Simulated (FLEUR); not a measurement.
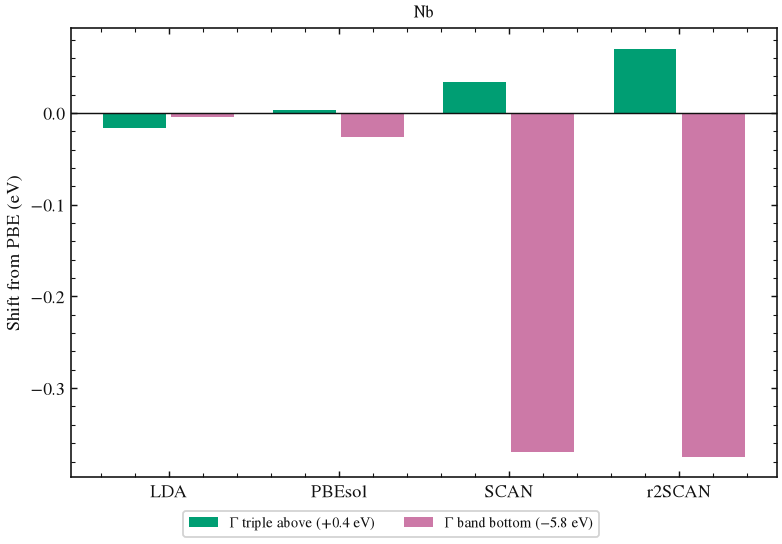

Levels near the Fermi level of bcc Nb, space group Im-3m (No. 229), 1 atom in the primitive cell (cubic a = 3.328 Å), a metal, by five methods on one cell, as shifts from PBE. Each level is counted from the Fermi level of its run and named by k point, degeneracy (spin aside) and side; the legend gives its PBE energy; the band bottom is the lowest valence level above the core-like shells.

Which method departs most from PBE, and how?

r2SCAN (and SCAN nearly alike): it moves Γ triple above by +0.07 eV and Γ band bottom by −0.38 eV.

How does the occupied bandwidth compare?

The Fermi level lies 5.84 eV (LDA), 5.83 eV (PBE), 5.86 eV (PBEsol), 6.20 eV (SCAN) and 6.21 eV (r2SCAN) above the band bottom.

```
method  Γ triple above (eV)  Γ band bottom (eV)
   LDA                 0.39               −5.84
   PBE                 0.40               −5.83
PBEsol                 0.41               −5.86
  SCAN                 0.44               −6.20
r2SCAN                 0.47               −6.21
```

Settings. LDA: all-electron, 11×11×11 k mesh, Fermi-Dirac smearing of 0.05 eV (FLEUR). PBE: all-electron, 11×11×11 k mesh, Fermi-Dirac smearing of 0.05 eV (FLEUR). PBEsol: all-electron, 11×11×11 k mesh, Fermi-Dirac smearing of 0.05 eV (FLEUR). SCAN: all-electron, 11×11×11 k mesh, Fermi-Dirac smearing of 0.05 eV (FLEUR). r2SCAN: all-electron, 11×11×11 k mesh, Fermi-Dirac smearing of 0.05 eV (FLEUR MaX-R8.1 (later development tree)). No run carries moments or holds spin-orbit coupling.

PBE, PBEsol and SCAN: with so many states at the Fermi level a magnetic or distorted state may lie lower. SCAN and r2SCAN: the meta-GGA is that of a development version, with a GGA for the radial functions and cores and without core tails. The Fermi levels are those of this mesh and smearing.
